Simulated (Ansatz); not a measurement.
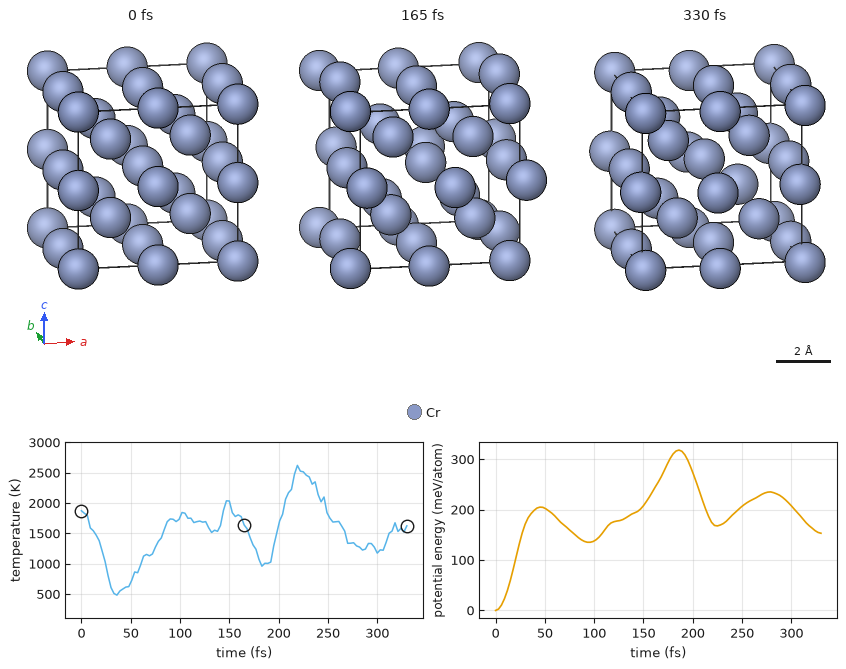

A Born-Oppenheimer molecular dynamics run of a 16-atom cell of Cr, 330 fs long. The cell was cut from the bcc crystal. Frames and the history of the run. Style: spheres-only. Shown: the simulation cell, slightly off an axis.

Method: DFT PBE-D3(BJ), scalar-relativistic, plane waves, PAW in Ansatz 0.2.0. Settings: plane-wave cutoff 420 eV; k-point mesh 2 × 2 × 2; Fermi-Dirac smearing 0.17 eV; volume 1.15 times that of the relaxed crystal; Langevin thermostat (NVT); set temperature 2000 K; time step 3 fs; friction 0.005 per fs.

Input file:
```yaml
crystal:
  lattice:
    - [6.034692, 0.0, 0.0]
    - [0.0, 6.034692, 0.0]
    - [0.0, 0.0, 6.034692]
  atoms:
    - { symbol: Cr, position: [0.0, 0.0, 0.0] }
    - { symbol: Cr, position: [0.5, 0.0, 0.0] }
    - { symbol: Cr, position: [0.0, 0.5, 0.0] }
    - { symbol: Cr, position: [0.0, 0.0, 0.5] }
    - { symbol: Cr, position: [0.25, 0.25, 0.25] }
    - { symbol: Cr, position: [0.5, 0.5, 0.0] }
    - { symbol: Cr, position: [0.5, 0.0, 0.5] }
    - { symbol: Cr, position: [0.75, 0.25, 0.25] }
    - { symbol: Cr, position: [0.0, 0.5, 0.5] }
    - { symbol: Cr, position: [0.25, 0.75, 0.25] }
    - { symbol: Cr, position: [0.25, 0.25, 0.75] }
    - { symbol: Cr, position: [0.5, 0.5, 0.5] }
    - { symbol: Cr, position: [0.75, 0.75, 0.25] }
    - { symbol: Cr, position: [0.75, 0.25, 0.75] }
    - { symbol: Cr, position: [0.25, 0.75, 0.75] }
    - { symbol: Cr, position: [0.75, 0.75, 0.75] }
basis:
  ecutwfc: 420.0
kpoints:
  mp_grid: { grid: [2, 2, 2] }
hamiltonian:
  xc: pbe
  dispersion: d3bj
scf:
  occupations: { method: fermi_dirac, width: 0.17 }
  lower_state_search: "off"
md:
  timestep: 3
  n_steps: 110
  ensemble: nvt_langevin
  temperature: 2000.0
  initial_velocities: maxwell_boltzmann
  seed: 842503
  friction: 0.005
```

Command:
```bash
ansatz run input.yaml --threads 2 --pin off --max-ram 5120MiB --backend cpu --events-out ev --progress --plain --runs-dir out
```

What happens in this trajectory?

Answer. The mean temperature in the second half is 1640 K (standard deviation 449 K). The potential energy in the second half lies on average 222 meV per atom above the first frame. Root-mean-square distances from the starting positions over the second half, with the common drift of all atoms taken out: Cr 0.28 Å. That is small against the typical shortest distance between atoms in the first frame, about 2.6 Å: the atoms vibrate about their sites and the arrangement holds.

Limits of the set-up: the k-point mesh is coarse for a cell with partly filled bands.

Cost: 16 min on 2 threads of Arm Neoverse V1, with other jobs on the host, peak memory 0.99 GiB.
